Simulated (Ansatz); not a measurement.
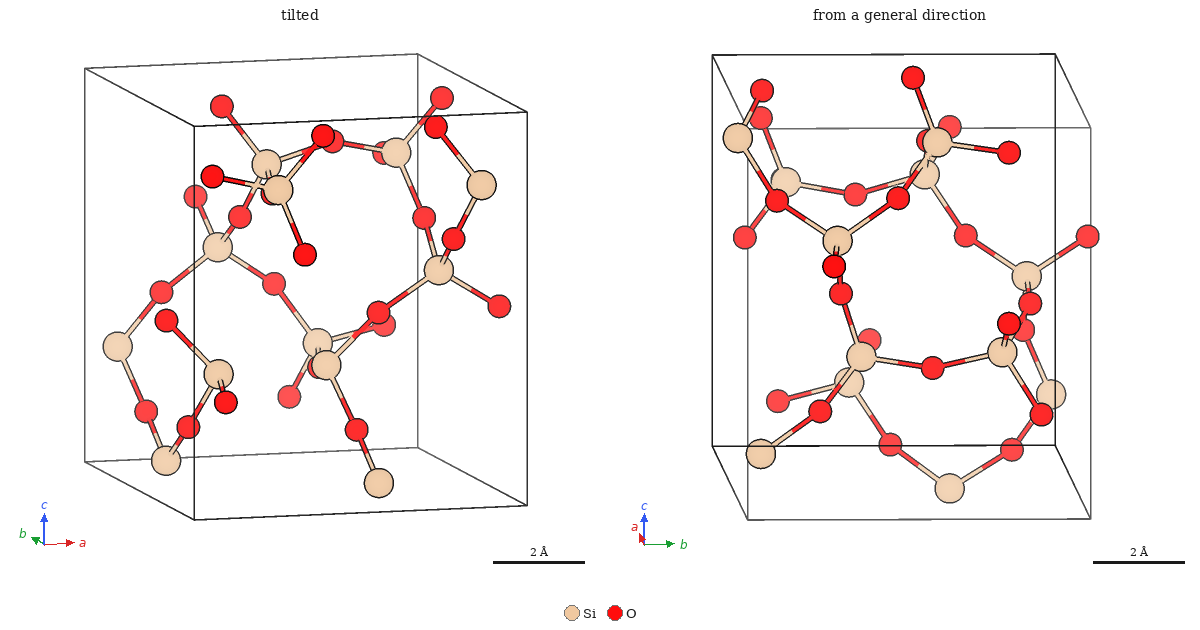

A ball-and-stick rendering, viewed slightly off an axis and from a general direction. Thin lines show the supercell, with boundary atoms drawn in all their periodic places. The host is SiO$_{2}$, in a cell of 36 sites, and the cell is neutral.

> Spot the defect.

An oxygen vacancy. Around the empty site lie two Si at about 1.3 Å.

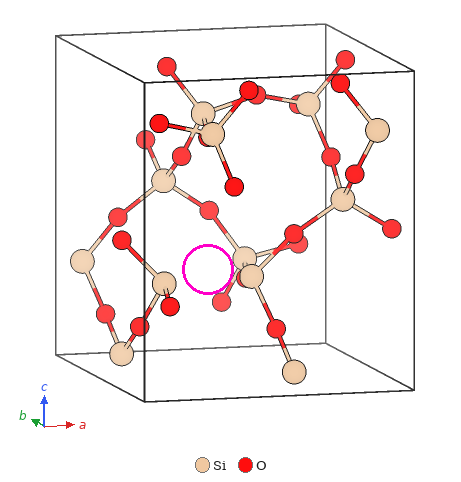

The same cell with a ring at the defect's site.

The atoms were relaxed in the host's cell with DFT PBE, scalar-relativistic, plane waves, PAW (Ansatz 0.2.0).
